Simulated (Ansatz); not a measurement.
# CoO: geometry relaxation (part 3 of 3)

The same run, continued: CoO (slab, 8 atoms in the cell); DFT PBE, scalar-relativistic, plane waves, PAW, spin-polarised (Ansatz 0.2.0); cutoff 420 eV, 10×10×1 k-mesh, Gaussian smearing of 0.1 eV, collinear spins. The structure derives from an entry of the Crystallography Open Database. The input holds or restrains some coordinates. Forces given for the steps count only the free coordinates. It belongs to a series of runs on one base structure; here: clean slab, lower half held.

Geometry of the input (Å; fractional positions):
```
3.0160  0.0000  0.0000
0.0000  3.0160  0.0000
0.0000  0.0000  23.3217
Co 0.5000  0.5000  0.3645
O  0.0000  0.0000  0.3645
Co 0.0000  0.0000  0.4548
O  0.5000  0.5000  0.4548
Co 0.5000  0.5000  0.5452
O  0.0000  0.0000  0.5452
Co 0.0000  0.0000  0.6355
O  0.5000  0.5000  0.6355
```

### Output, continued
```
  k-point 2 ↑: bands = ["-94.5415", "-94.4827", "-94.4670", "-94.3822", "-58.0227", "-57.9825", "-57.8587", "-57.8515", "-57.7956", "-57.7880", "-57.7240", "-57.6432", "-57.6362", "-57.6262", "-57.6192", "-57.3948", "-17.4261", "-16.8353", "-16.4788", "-16.2540", "-4.5886", "-4.0720", "-3.2414", "-3.2243", "-2.9285", "-2.8451", "-2.7559", "-2.5844", "-2.5571", "-2.4048", "-2.2907", "-2.0691", "-0.7205", "-0.6277", "-0.5746", "-0.5713", "-0.4270", "-0.2807", "-0.2348", "-0.0296", "0.0407", "0.1479", "0.1999", "0.4856", "0.5183", "0.8239", "0.9024", "1.0141", "1.0145", "1.1473", "1.2462", "1.6633", "4.6046", "4.8159", "6.1995", "7.0684", "7.3265", "8.2453", "8.2480", "9.3134", "10.1086", "10.9970", "11.7096"]
  k-point 20 ↓: bands = ["-91.4617", "-91.4031", "-91.3970", "-91.3931", "-54.9660", "-54.8553", "-54.7814", "-54.7814", "-54.7688", "-54.7688", "-54.7532", "-54.7532", "-54.7124", "-54.7124", "-54.7030", "-54.6846", "-16.1034", "-15.6464", "-15.4943", "-15.4257", "-3.7770", "-3.7770", "-3.1717", "-3.1717", "-2.5285", "-2.4942", "-2.4942", "-1.8107", "-1.6754", "-1.6754", "-0.9748", "-0.8196", "0.5223", "0.5223", "1.3451", "1.3451", "2.3322", "2.3322", "2.4579", "2.4958", "2.5905", "2.6994", "2.8056", "2.8056", "2.9186", "3.0587", "3.2376", "3.2911", "3.4548", "3.5387", "3.8599", "3.9318", "8.4424", "8.4663", "9.7646", "10.3892", "12.1364", "12.1364", "12.4565", "12.4565", "13.0636", "13.0636", "13.3282"]
--- Relaxed structure (7 steps of the walk, 7 accepted, 0 SCFs on fresh bases) ---
  F+E_penalty+E_count = -22767.77009705 eV   max|allowed force component| = 1.044e-2 eV/Å
  atoms:
    - { symbol: Co, position: [0.5, 0.5, 0.36446664809999996] }
    - { symbol: O, position: [0.0, 0.0, 0.36446664809999996] }
    - { symbol: Co, position: [0.0, 0.0, 0.45482221599999995] }
    - { symbol: O, position: [0.5, 0.5, 0.45482221599999995] }
    - { symbol: Co, position: [0.5, 0.5, 0.5533447323550011] }
    - { symbol: O, position: [-1.6313490238512052e-34, 0.0, 0.5446539717669108] }
    - { symbol: Co, position: [-2.3347747497320003e-34, 0.0, 0.631919631917414] }
    - { symbol: O, position: [0.5, 0.5, 0.6408706701736199] }
--- Löwdin populations: 8 sites ---
  site symbol       q [e]    m [muB]
     0     Co     15.9096     2.5193
     1      O      6.9660     0.3747
     2     Co     15.8725     2.5883
     3      O      6.9755     0.4525
     4     Co     15.9375     2.5314
     5      O      6.9654     0.4598
     6     Co     15.9152     2.5169
     7      O      6.9515     0.4135
  spilling = 0.005508 (of n_electrons = 92.000000)
```

### File populations.tsv
```
# site	symbol	l	j	q_up	q_dn
# orbitals = lowdin
# n_electrons = 92.000000
# spilling = 0.005508
0	Co	0_3S	-	0.997350	0.997440
0	Co	0_4S	-	0.257662	0.219005
0	Co	1_3P	-	2.999303	2.998704
0	Co	2_3D	-	4.960159	2.480010
1	O	0_2S	-	0.944102	0.911643
1	O	1_2P	-	2.726260	2.384011
2	Co	0_3S	-	0.996451	0.996544
2	Co	0_4S	-	0.255191	0.238490
2	Co	1_3P	-	2.999275	2.998713
2	Co	2_3D	-	4.979446	2.408359
3	O	0_2S	-	0.946400	0.904715
3	O	1_2P	-	2.767605	2.356822
4	Co	0_3S	-	0.996273	0.996345
4	Co	0_4S	-	0.254687	0.237795
4	Co	1_3P	-	2.999157	2.998583
4	Co	2_3D	-	4.984359	2.470349
5	O	0_2S	-	0.943354	0.898400
5	O	1_2P	-	2.769228	2.354427
6	Co	0_3S	-	0.996930	0.997031
6	Co	0_4S	-	0.249837	0.218509
6	Co	1_3P	-	2.999184	2.998555
6	Co	2_3D	-	4.970115	2.485022
7	O	0_2S	-	0.944933	0.913540
7	O	1_2P	-	2.737577	2.355430
```

### Trajectory as extended XYZ (Å, eV, eV/Å), 7 frames, from step=1 to step=7
```
8
Lattice="3.0160 0.0000 0.0000 0.0000 3.0160 0.0000 0.0000 0.0000 23.3217" Properties=species:S:1:pos:R:3:forces:R:3 step=1 energy=-22767.72225
Co    1.5080    1.5080    8.5000    0.0000   0.0000   0.2638
O     0.0000    0.0000    8.5000    0.0000   0.0000  -0.1490
Co    0.0000    0.0000   10.6073    0.0000   0.0000  -0.1973
O     1.5080    1.5080   10.6073    0.0000   0.0000  -0.0757
Co    1.5080    1.5080   12.7145    0.0000   0.0000   0.1974
O     0.0000    0.0000   12.7145    0.0000   0.0000   0.0757
Co    0.0000    0.0000   14.8217    0.0000   0.0000  -0.2637
O     1.5080    1.5080   14.8217    0.0000   0.0000   0.1489
8
Lattice="3.0160 0.0000 0.0000 0.0000 3.0160 0.0000 0.0000 0.0000 23.3217" Properties=species:S:1:pos:R:3:forces:R:3 step=2 energy=-22767.72847
Co    1.5080    1.5080    8.5000    0.0000   0.0000   0.2783
O     0.0000    0.0000    8.5000    0.0000   0.0000  -0.1534
Co    0.0000    0.0000   10.6073    0.0000   0.0000  -0.2267
O     1.5080    1.5080   10.6073    0.0000   0.0000  -0.0377
Co    1.5080    1.5080   12.7253    0.0000   0.0000   0.1928
O     0.0000    0.0000   12.7149    0.0000   0.0000   0.0691
Co    0.0000    0.0000   14.8123    0.0000   0.0000  -0.2346
O     1.5080    1.5080   14.8349    0.0000   0.0000   0.1123
8
Lattice="3.0160 0.0000 0.0000 0.0000 3.0160 0.0000 0.0000 0.0000 23.3217" Properties=species:S:1:pos:R:3:forces:R:3 step=3 energy=-22767.74804
Co    1.5080    1.5080    8.5000    0.0000   0.0000   0.4236
O     0.0000    0.0000    8.5000    0.0000   0.0000  -0.2028
Co    0.0000    0.0000   10.6073    0.0000   0.0000  -0.4522
O     1.5080    1.5080   10.6073    0.0000   0.0000   0.1802
Co    1.5080    1.5080   12.8414    0.0000   0.0000  -0.0643
O     0.0000    0.0000   12.7184    0.0000   0.0000  -0.5123
Co    0.0000    0.0000   14.6754    0.0000   0.0000   0.3661
O     1.5080    1.5080   14.8660    0.0000   0.0000   0.2619
8
Lattice="3.0160 0.0000 0.0000 0.0000 3.0160 0.0000 0.0000 0.0000 23.3217" Properties=species:S:1:pos:R:3:forces:R:3 step=4 energy=-22767.76465
Co    1.5080    1.5080    8.5000    0.0000   0.0000   0.4746
O     0.0000    0.0000    8.5000    0.0000   0.0000  -0.2372
Co    0.0000    0.0000   10.6073    0.0000   0.0000  -0.3883
O     1.5080    1.5080   10.6073    0.0000   0.0000   0.1764
Co    1.5080    1.5080   12.9044    0.0000   0.0000   0.1436
O     0.0000    0.0000   12.7129    0.0000   0.0000   0.0100
Co    0.0000    0.0000   14.7400    0.0000   0.0000   0.0715
O     1.5080    1.5080   14.9882    0.0000   0.0000  -0.2516
8
Lattice="3.0160 0.0000 0.0000 0.0000 3.0160 0.0000 0.0000 0.0000 23.3217" Properties=species:S:1:pos:R:3:forces:R:3 step=5 energy=-22767.76976
Co    1.5080    1.5080    8.5000    0.0000   0.0000   0.4849
O     0.0000    0.0000    8.5000    0.0000   0.0000  -0.2433
Co    0.0000    0.0000   10.6073    0.0000   0.0000  -0.3659
O     1.5080    1.5080   10.6073    0.0000   0.0000   0.1569
Co    1.5080    1.5080   12.9079    0.0000   0.0000   0.0039
O     0.0000    0.0000   12.7123    0.0000   0.0000  -0.0222
Co    0.0000    0.0000   14.7505    0.0000   0.0000  -0.0437
O     1.5080    1.5080   14.9472    0.0000   0.0000   0.0292
8
Lattice="3.0160 0.0000 0.0000 0.0000 3.0160 0.0000 0.0000 0.0000 23.3217" Properties=species:S:1:pos:R:3:forces:R:3 step=6 energy=-22767.76993
Co    1.5080    1.5080    8.5000    0.0000   0.0000   0.5011
O     0.0000    0.0000    8.5000    0.0000   0.0000  -0.2499
Co    0.0000    0.0000   10.6073    0.0000   0.0000  -0.3802
O     1.5080    1.5080   10.6073    0.0000   0.0000   0.1449
Co    1.5080    1.5080   12.9187    0.0000   0.0000  -0.0336
O     0.0000    0.0000   12.7065    0.0000   0.0000  -0.0135
Co    0.0000    0.0000   14.7390    0.0000   0.0000   0.0254
O     1.5080    1.5080   14.9533    0.0000   0.0000   0.0058
8
Lattice="3.0160 0.0000 0.0000 0.0000 3.0160 0.0000 0.0000 0.0000 23.3217" Properties=species:S:1:pos:R:3:forces:R:3 step=7 energy=-22767.77010
Co    1.5080    1.5080    8.5000    0.0000   0.0000   0.4915
O     0.0000    0.0000    8.5000    0.0000   0.0000  -0.2453
Co    0.0000    0.0000   10.6073    0.0000   0.0000  -0.4016
O     1.5080    1.5080   10.6073    0.0000   0.0000   0.1470
Co    1.5080    1.5080   12.9050    0.0000   0.0000   0.0087
O     0.0000    0.0000   12.7023    0.0000   0.0000   0.0104
Co    0.0000    0.0000   14.7375    0.0000   0.0000  -0.0028
O     1.5080    1.5080   14.9462    0.0000   0.0000  -0.0079
```

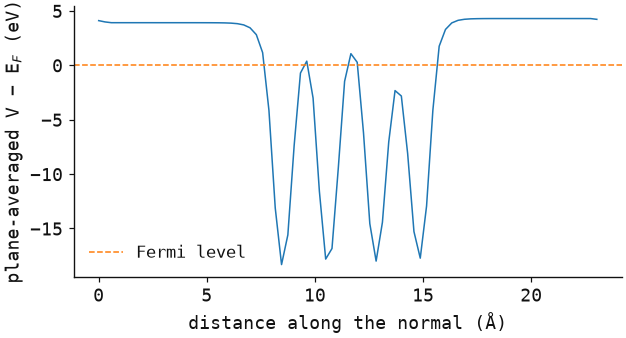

*Plane average of the electrostatic potential energy of an electron across the cell, from the Fermi level.*

The vacuum level lies 4.29 eV above the Fermi level on the upper side and 3.91 eV on the lower.

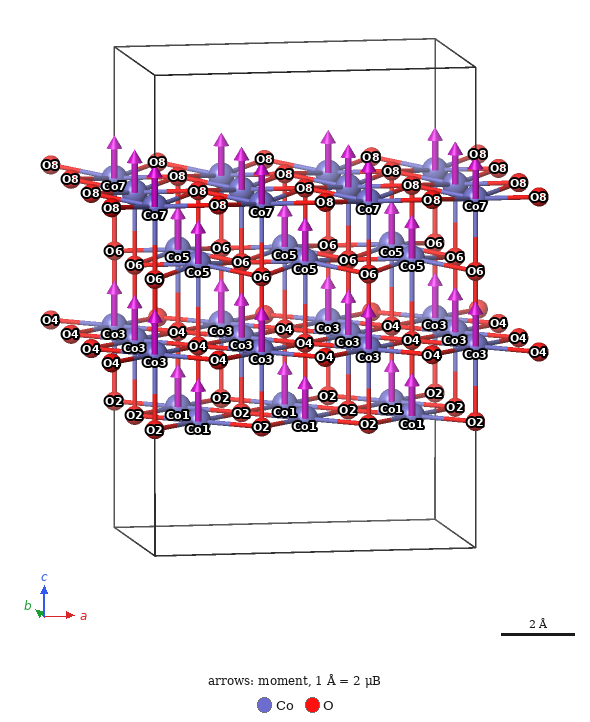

*Magnetic moments of the sites as pink arrows (ball-and-stick view of the 3 × 2 repeat of the cell, with the vacuum cut short, seen slightly off an axis; bonded neighbours outside the cell are drawn too; atoms are numbered from 1 in the order of the input); small moments hardly show. The run is collinear, so the axis drawn is arbitrary.*

Site moments: Co3 (2.55 μB); Co5 (2.47 μB); Co1 (2.42 μB); Co7 (2.41 μB); O4, O6 (0.36 μB); O8 (0.32 μB); O2 (0.30 μB). They are counted near the atoms and needn't add up to the moment of the cell.

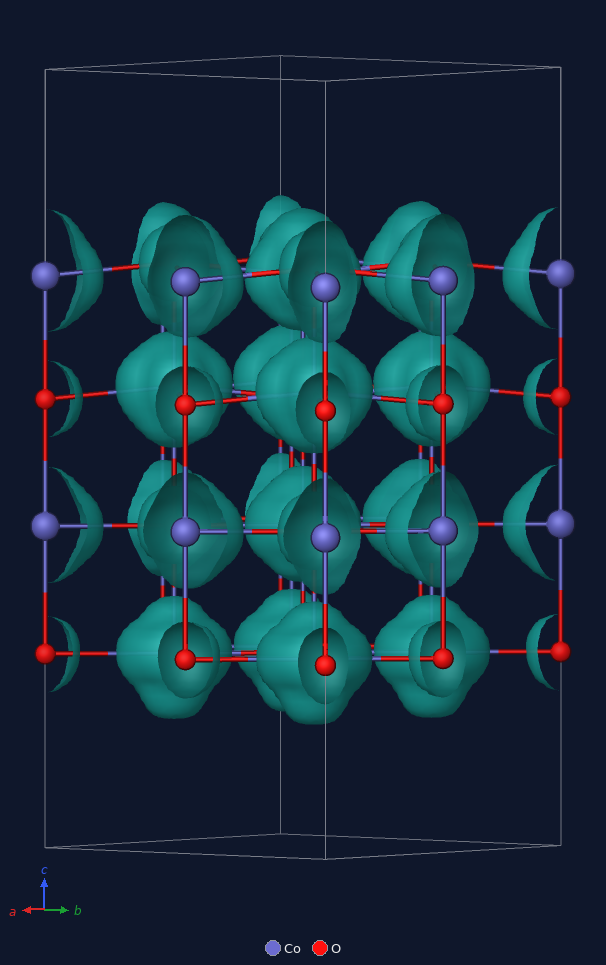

*Isosurfaces of the magnetisation density (up minus down) at +0.1 (teal) and −0.1 e/Å³ (pink), seen at an oblique angle. Sticks mark near contacts.*

The cell of the calculation (8 atoms) carries 11.8 μB net. Only one sign reaches the isovalue. The fields are those of the smooth PAW valence density.

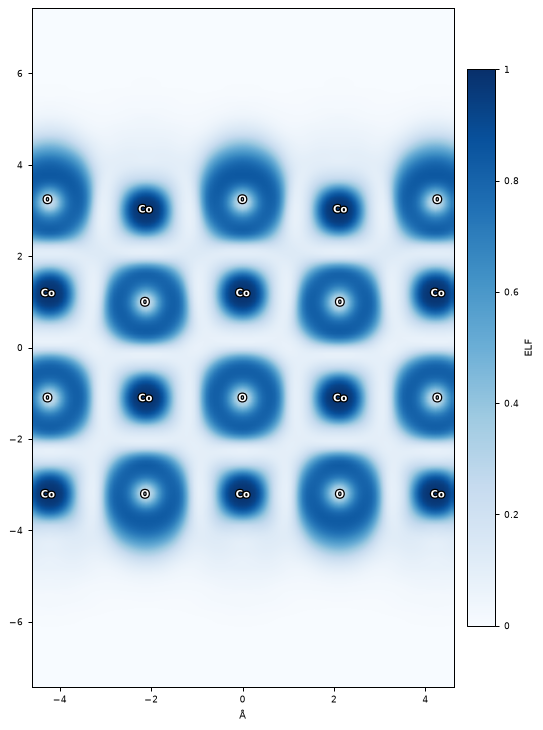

*Electron localisation function on the (110) plane of the calculation cell, a cut from vacuum to vacuum.*

Co–O (2.04 Å): the ELF is about 0.15 at the midpoint; a polar contact without a shared pair, in a metal. Co–O (2.09 Å): the ELF is about 0.15 at the midpoint (a polar contact without a shared pair, in a metal). Co–O (2.14 Å): the ELF is about 0.15 at the midpoint; no shared pair; the contact is polar. Co–O (2.30 Å): the ELF peaks at about 0.80 in the valence shell of O, 0.6 Å from its nucleus, and drops to about 0.05 between the two atoms (a polar contact without a shared pair, in a metal). The strong features right at Co lie inside the PAW spheres (semicore, d or f shells) and say nothing about bonding.

### Summary

```tsv
quantity	value
outcome	converged under the restraints of the input
electrons treated	92
free energy	−22767.7701 eV
work function, top face	4.29 eV
work function, bottom face	3.91 eV
Fermi energy	2.424 eV
gap on the k-point mesh	none (metallic)
net moment of the cell	11.85 μB
integrated absolute moment	11.93 μB
final volume	212.14 Å³
work function (upper face)	4.29 eV
largest force (length of the vector) at the end, held atoms and coordinates included	0.491 eV/Å
hardware	2 threads of Intel Xeon (Granite Rapids), 32 GiB of memory available, shared host
wall time	3.5 min (CPU time 6.7 min)
peak memory	0.8 GiB
```

The electronic state found may not be the lowest one. Warnings of the run: another magnetic order may lie lower; the exchange-correlation potential is rough where the density is thin.
